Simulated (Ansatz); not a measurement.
Single-point calculation, with input and output: Gd (part 2 of 2)

Continued. System: Gd (P-3m1, 4 atoms in the cell). Method: DFT, PBE, PAW with Ansatz's default frozen-core files, scalar-relativistic, spin-polarised (Ansatz 0.2.0); cutoff 420 eV, 9×9×3 k-mesh, Fermi–Dirac smearing of 0.05 eV, collinear spins. The structure derives from a Materials Project entry. It belongs to a series of runs on one base structure; here: total moment held at 19.83 μB, PAW files.

Geometry of the input (Å; fractional positions):
```
3.6555  0.0000  0.0000
-1.8278  3.1658  0.0000
0.0000  0.0000  11.7796
Gd 0.0000  0.0000  0.0000
Gd 0.0000  0.0000  0.5000
Gd 0.3333  0.6667  0.2481
Gd 0.6667  0.3333  0.7519
```

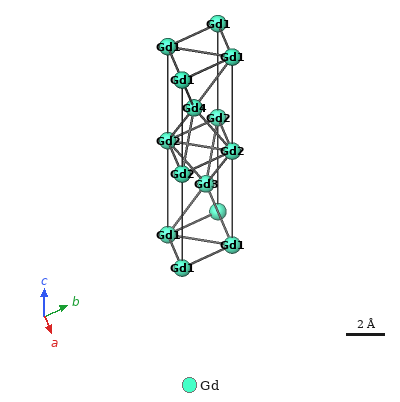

Fig. 1: The structure as given in the input (ball-and-stick view of the cell of the calculation, seen at an oblique angle; atoms are numbered from 1 in the order of the input). An atom can appear more than once, as a periodic image.

Output, continued:
```
  k-point 30 ↓: bands = ["-32.8951", "-30.2248", "-30.1596", "-30.1596", "-10.4745", "-10.4745", "-10.3624", "-8.5928", "-8.5928", "-8.5925", "-8.4515", "-8.4372", "-8.4372", "-8.2535", "-8.2468", "-8.2468", "7.8052", "7.8317", "7.8317", "7.8719", "7.8719", "7.8735", "7.9680", "11.5893", "11.5893", "11.7967", "11.8803", "11.8803", "11.9628", "11.9994", "11.9994", "12.0611", "12.1014", "12.1014", "12.1199", "12.1300", "12.1300", "12.1547", "12.1609", "12.1609", "12.1660", "12.2205", "12.2501", "12.2501", "12.2750", "12.2750", "12.3641", "12.3641", "12.4249", "12.5357", "12.5357", "12.6125", "13.5215", "13.5215", "13.6866", "13.8783", "15.1414", "15.1414", "16.1644"]
```

File v_z.tsv:
```
# z_ang	v_es[eV]	v_tot_up[eV]	v_tot_dn[eV]
# format = ansatz-planar-average/11
# xc	pbe
# density_cutoff_ev	1680
# datasets	Gd=:simpson_from_first_knot:soft
# lattice	3.655520646	0.000000000	0.000000000
# lattice	-1.827760323	3.165773743	0.000000000
# lattice	0.000000000	0.000000000	11.779606960
# sites	4
# site	64	0.000000000	0.000000000	0.000000000
# site	64	0.000000000	0.000000000	5.889803480
# site	64	-0.000000000	2.110515829	2.922325888
# site	64	1.827760323	1.055257914	8.857281072
0.000000	-7.216337e-1	-1.377068e1	-1.239020e1
0.147245	-3.669136e-1	-1.327935e1	-1.190882e1
0.294490	6.494702e-1	-1.184694e1	-1.049932e1
0.441735	2.223665e0	-9.613229e0	-8.284887e0
0.588980	4.246982e0	-6.766245e0	-5.447024e0
0.736225	6.556011e0	-3.603629e0	-2.286955e0
0.883471	8.826392e0	-5.632321e-1	7.587601e-1
1.030716	1.063238e1	1.828297e0	3.185373e0
1.177961	1.175858e1	3.298170e0	4.731603e0
1.325206	1.233498e1	3.968965e0	5.491466e0
1.472451	1.250069e1	4.117693e0	5.676380e0
1.619696	1.226866e1	3.897615e0	5.401350e0
1.766941	1.161582e1	3.123608e0	4.534369e0
1.914186	1.038288e1	1.513511e0	2.863147e0
2.061431	8.478581e0	-1.005621e0	3.251740e-1
2.208676	6.172759e0	-4.097743e0	-2.761552e0
2.355921	3.892504e0	-7.234354e0	-5.886515e0
2.503166	1.935695e0	-9.999370e0	-8.630899e0
2.650412	4.499232e-1	-1.211513e1	-1.071785e1
2.797657	-4.578930e-1	-1.340248e1	-1.197754e1
2.944902	-6.900070e-1	-1.373592e1	-1.229836e1
3.092147	-2.137451e-1	-1.308973e1	-1.165522e1
3.239392	9.106379e-1	-1.151787e1	-1.009689e1
3.386637	2.577812e0	-9.165511e0	-7.758363e0
3.533882	4.677578e0	-6.226445e0	-4.833864e0
3.681127	7.027183e0	-3.017743e0	-1.647298e0
3.828372	9.275643e0	3.968523e-3	1.337739e0
3.975617	1.100637e1	2.322553e0	3.621452e0
4.122862	1.206361e1	3.730717e0	5.004151e0
4.270108	1.260788e1	4.387505e0	5.630396e0
4.417353	1.275892e1	4.596642e0	5.719361e0
4.564598	1.252642e1	4.483826e0	5.375961e0
4.711843	1.189671e1	3.792794e0	4.486453e0
4.859088	1.073045e1	2.308177e0	2.852264e0
5.006333	8.896841e0	-6.890976e-2	3.427910e-1
5.153578	6.610757e0	-3.075525e0	-2.761117e0
5.300823	4.296848e0	-6.200549e0	-5.943879e0
5.448068	2.279184e0	-8.997238e0	-8.774668e0
5.595313	7.171459e-1	-1.117344e1	-1.097341e1
5.742558	-2.874418e-1	-1.255625e1	-1.236871e1
5.889803	-6.376023e-1	-1.302957e1	-1.284612e1
6.037049	-2.874417e-1	-1.255625e1	-1.236871e1
6.184294	7.171460e-1	-1.117344e1	-1.097341e1
6.331539	2.279184e0	-8.997238e0	-8.774668e0
6.478784	4.296848e0	-6.200549e0	-5.943879e0
6.626029	6.610757e0	-3.075525e0	-2.761117e0
6.773274	8.896842e0	-6.890948e-2	3.427910e-1
6.920519	1.073045e1	2.308178e0	2.852264e0
7.067764	1.189671e1	3.792795e0	4.486453e0
7.215009	1.252642e1	4.483827e0	5.375961e0
7.362254	1.275892e1	4.596642e0	5.719361e0
7.509499	1.260788e1	4.387505e0	5.630396e0
7.656745	1.206361e1	3.730717e0	5.004151e0
7.803990	1.100637e1	2.322553e0	3.621452e0
7.951235	9.275643e0	3.968920e-3	1.337739e0
8.098480	7.027183e0	-3.017742e0	-1.647298e0
8.245725	4.677578e0	-6.226445e0	-4.833864e0
8.392970	2.577812e0	-9.165510e0	-7.758363e0
8.540215	9.106383e-1	-1.151787e1	-1.009689e1
8.687460	-2.137447e-1	-1.308973e1	-1.165522e1
8.834705	-6.900066e-1	-1.373592e1	-1.229835e1
8.981950	-4.578926e-1	-1.340248e1	-1.197754e1
9.129195	4.499237e-1	-1.211513e1	-1.071785e1
9.276440	1.935695e0	-9.999370e0	-8.630898e0
9.423686	3.892505e0	-7.234353e0	-5.886514e0
9.570931	6.172760e0	-4.097743e0	-2.761552e0
9.718176	8.478581e0	-1.005620e0	3.251743e-1
9.865421	1.038288e1	1.513512e0	2.863147e0
10.012666	1.161582e1	3.123609e0	4.534369e0
10.159911	1.226866e1	3.897615e0	5.401350e0
10.307156	1.250069e1	4.117694e0	5.676380e0
10.454401	1.233498e1	3.968966e0	5.491465e0
10.601646	1.175858e1	3.298170e0	4.731603e0
10.748891	1.063238e1	1.828298e0	3.185373e0
10.896136	8.826392e0	-5.632317e-1	7.587601e-1
11.043382	6.556011e0	-3.603629e0	-2.286955e0
11.190627	4.246982e0	-6.766245e0	-5.447024e0
11.337872	2.223665e0	-9.613229e0	-8.284886e0
11.485117	6.494703e-1	-1.184694e1	-1.049932e1
11.632362	-3.669136e-1	-1.327935e1	-1.190882e1
```

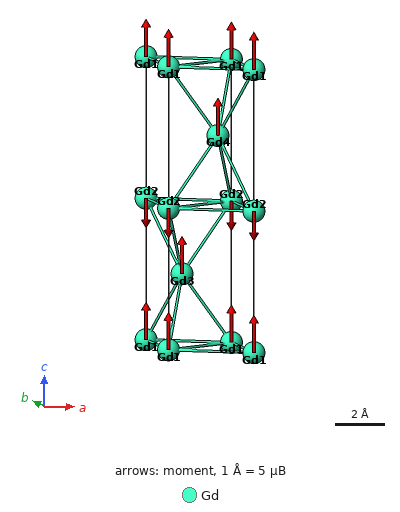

Fig. 2: Magnetic moments of the sites as red arrows (ball-and-stick view of the cell of the calculation, seen slightly off an axis; atoms are numbered from 1 in the order of the input); small moments hardly show. The run is collinear, so the axis drawn is arbitrary. Site moments: Gd1, Gd3, Gd4 (7.94 μB); Gd2 (−6.34 μB). They are counted near the atoms and needn't add up to the moment of the cell.

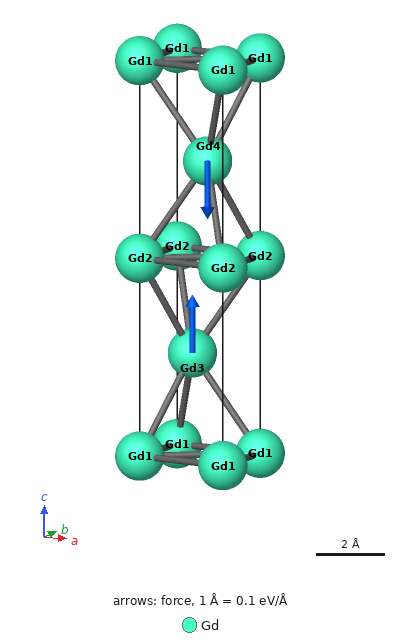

Fig. 3: Forces on the atoms as blue arrows (ball-and-stick view of the cell of the calculation, seen slightly off an axis; atoms are numbered from 1 in the order of the input). The largest act on Gd3, Gd4 (0.17 eV/Å). The geometry is not a stationary point of this energy.

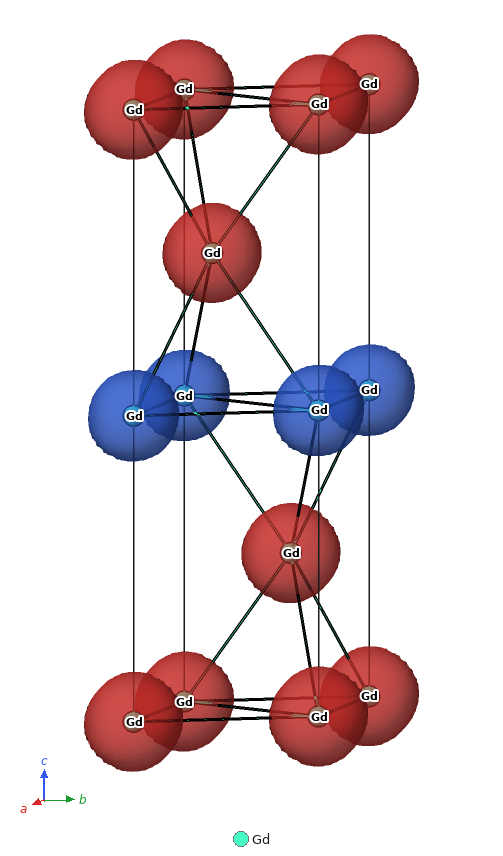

Fig. 4: Isosurfaces of the magnetisation density (up minus down) at +0.2 (red) and −0.2 e/Å³ (blue), seen slightly off an axis. Sticks mark near contacts. The outline is the cell set on symmetry axes of the magnetic structure. The spin density sits on Gd: +7.9 μB (×3) and −6.3 μB in one cell of 4 atoms: ferrimagnetic. The cell of the calculation (4 atoms) carries 19.8 μB net. In a PAW calculation such maps are meaningful between the atoms, not at the nuclei.

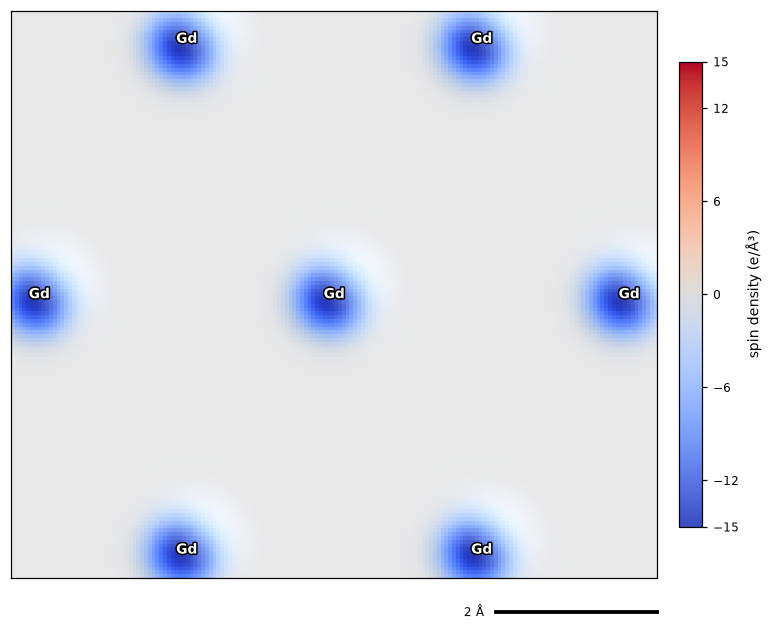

Fig. 5: Magnetisation density (up minus down) on the (001) plane of the conventional cell of the magnetic structure. Atoms in the plane: Gd. The spin density sits on Gd: +7.9 μB (×3) and −6.3 μB in one cell of 4 atoms: ferrimagnetic. The cell of the calculation (4 atoms) carries 19.8 μB net.

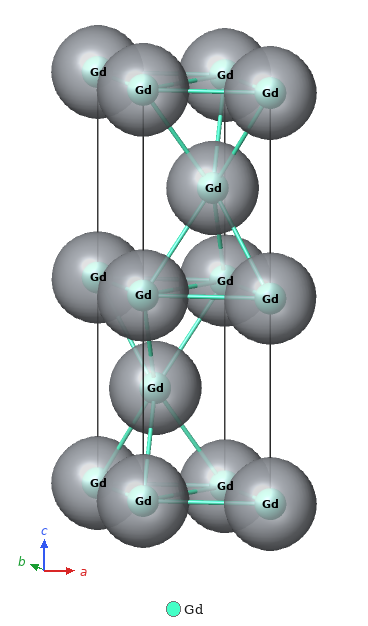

Fig. 6: Isosurface of the valence pseudo-density at 0.2 e/Å³ (grey), seen slightly off an axis. Sticks mark near contacts. The outline is the cell set on symmetry axes of the magnetic structure. At this value the density breaks into separate islands; it holds about 85 % of the electrons treated as valence (semicore included). It is pinched off along the Gd–Gd (3.60 Å) and Gd–Gd (3.66 Å) contacts. On the grid the lowest density along these lines, outside the cores, is 0.1 e/Å³ (Gd–Gd, 3.60 Å) and 0.1 e/Å³ (Gd–Gd, 3.66 Å).

Key numbers:

| quantity | value |
| --- | --- |
| outcome | converged |
| space group (tolerance 0.01 Å) | P-3m1 (164) |
| electrons treated | 72 |
| free energy | −37327.9175 eV |
| Fermi energy | 11.846 eV |
| net moment of the cell | 19.83 μB |
| integrated absolute moment | 32.91 μB |
| pressure | 1.28 GPa |
| largest force (length of the vector) | 0.174 eV/Å |
| wall time | 15 s (CPU time 29 s) |
| peak memory | 0.69 GiB |

Remarks:

The program warns: the SCF threshold is looser than advised for the printed stress.
